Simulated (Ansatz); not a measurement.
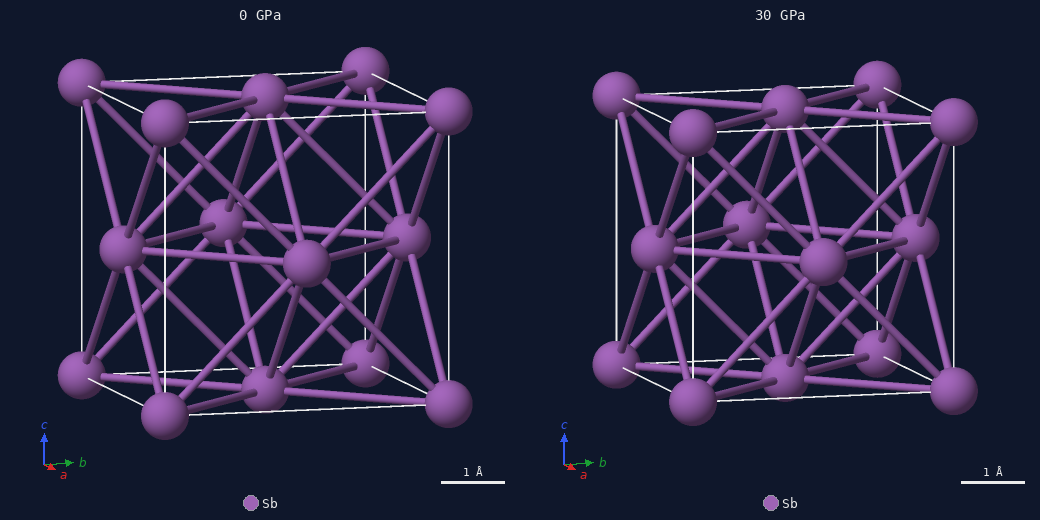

Sb, face-centred cubic (Cu type), space group Fm-3m (No. 225), relaxed (cell and atoms) under a series of hydrostatic pressures; the conventional cell is drawn at the lowest and the highest, to one scale (sticks follow a distance rule). The start was a structure listed in the Materials Project. This isn't the form of Sb at room conditions, which is rhombohedral.

Alike in all runs: Ansatz 0.2.0; functional PBEsol; potentials Ansatz PAW; cutoff 420 eV; k mesh 10 × 10 × 10 on the run's cell of 1 atom; occupations fermi-dirac, width 0.05 eV; no spin polarisation; no spin-orbit coupling.

| pressure (GPa) | volume (Å³/atom) | a (Å) |
| --- | --- | --- |
| 0.0 | 26.147 | 4.712 |
| 2.0 | 25.378 | 4.665 |
| 5.0 | 24.448 | 4.607 |
| 10.0 | ? | ? |
| 20.0 | 21.518 | 4.415 |
| 30.0 | 20.318 | 4.332 |

### What equation of state do the given rows imply, and what volume does it predict for the missing row?

The fit gives V0 = 26.14 Å³/atom, B0 = 63 GPa and B0′ = 5.0, which puts the volume at 10.0 GPa at 23.23 Å³/atom. The run gave volume 23.238 Å³/atom; a 4.530 Å.

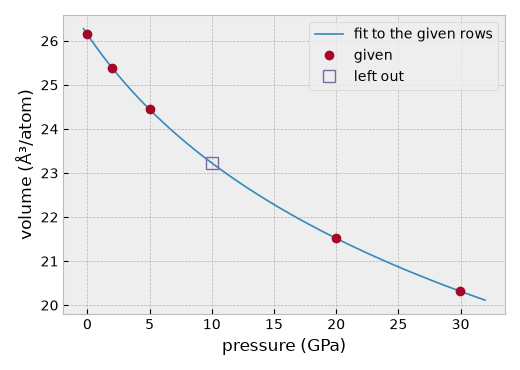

Volume against pressure, with the fit. The structure was kept in its own symmetry, so a change to another phase within this range wouldn't be seen.

Caveat: the plane-wave basis is chosen anew once the cell has moved, so the energies of steps on either side of that aren't comparable.
